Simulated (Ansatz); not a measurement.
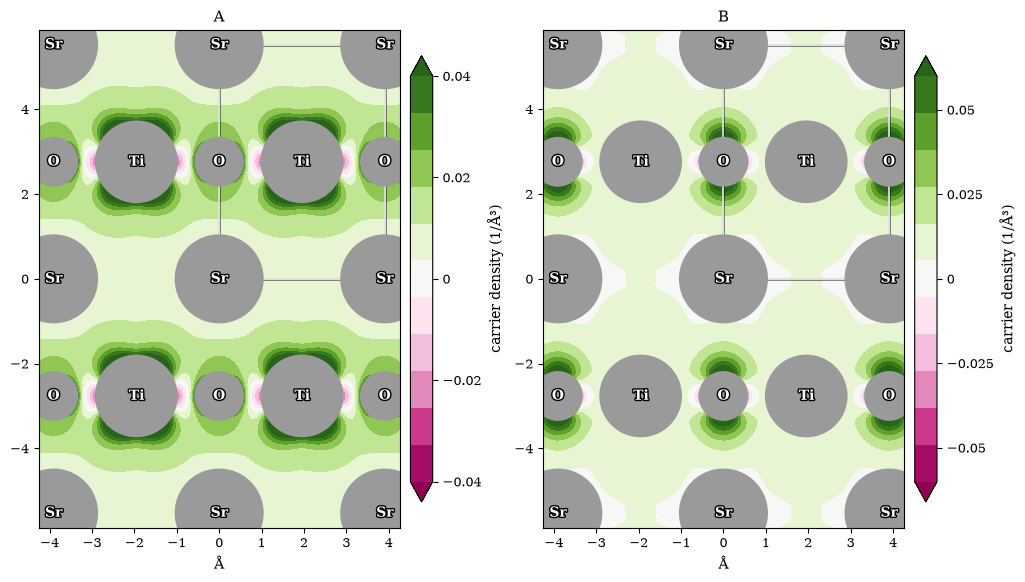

SrTiO$_{3}$, doped once with holes and once with electrons (0.2 e in the calculation's cell of 5 atoms, uniform background, atoms fixed). Each panel shows the carrier's density (positive where it sits) on the (110) plane of the conventional cell; grey discs cover the cores. Cores are masked to 1.0 Å (Sr), 1.0 Å (Ti) and 0.6 Å (O).

Space group Pm-3m; the calculation finds a residual pressure of about 4 GPa at this fixed cell.

Method: DFT PBE, scalar-relativistic, plane waves, PAW (Ansatz 0.2.0).

Which panel shows the hole and which the electron?

A is the electron: outside the cores it is densest at the edge of the masked core of Ti; it divides as O about 55 %, Ti about 25 % and Sr about 15 %. B is the hole: outside the cores it is densest at the edge of the masked core of O; it divides as O about 75 %, Sr about 15 % and Ti about 10 %. Shares are sums over atomic cells sized by the Bader volumes, which fill 25 % (Sr), 10 % (Ti) and 60 % (O) of the cell, so only an excess over these marks a preference; they are shares of the net change, screening included, and the band-edge orbitals themselves can be more concentrated.
